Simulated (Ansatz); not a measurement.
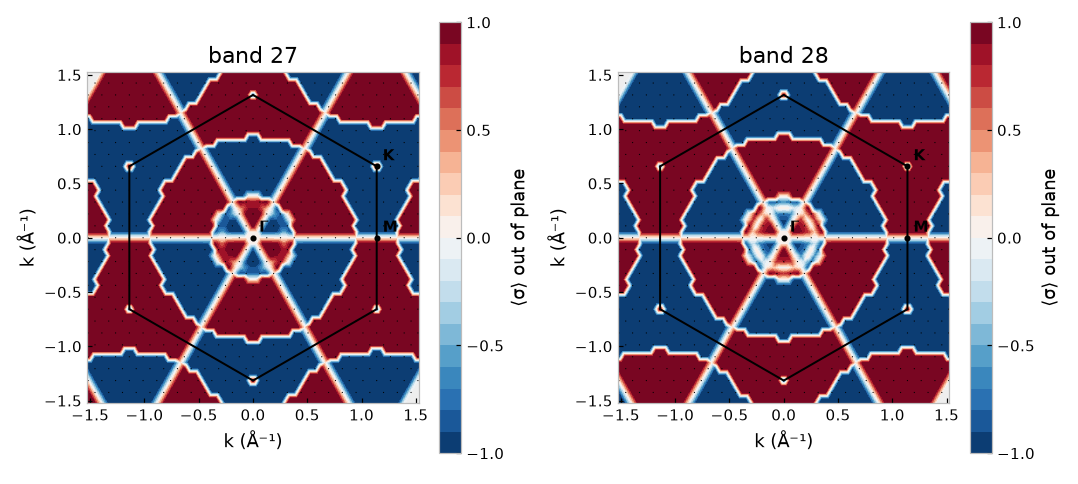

Spin texture of one free-standing MoS2 layer cut from the bulk crystal (space group of the slab cell P-6m2) in the plane k₃ = 0, seen along b₁ × b₂: arrows give the in-plane part of ⟨σ⟩, colours the part out of the plane.

The calculation used DFT PBE, spin-orbit coupling, plane waves, PAW; levels and slopes on a dense k mesh at the converged density (Ansatz). Non-magnetic. The levels come from a k mesh of 36×36×1 points. The geometry was not relaxed. The cell comes from a database of computed structures, not from a measurement.

> How is the spin locked to momentum in these bands?

Band 27 (conduction band): the spin expectation value has a mean length of 0.9, almost wholly out of the plane; its out-of-plane part is +1.0 at the labelled K point and −1.0 at the opposite point, so spin is locked to the valley. Band 28 (conduction band): the spin expectation value has a mean length of 0.9, almost wholly out of the plane; its out-of-plane part is −1.0 at the labelled K point and +1.0 at the opposite point, so spin is locked to the valley.

> Why are these bands spin-split?

The structure has no inversion centre, so spin-orbit coupling splits the pair at general k (symmetry can keep it degenerate on some lines and at time-reversal-invariant points), and the spin at −k is opposite to that at k. Bands 27 and 28 lie up to 0.08 eV apart in this plane.
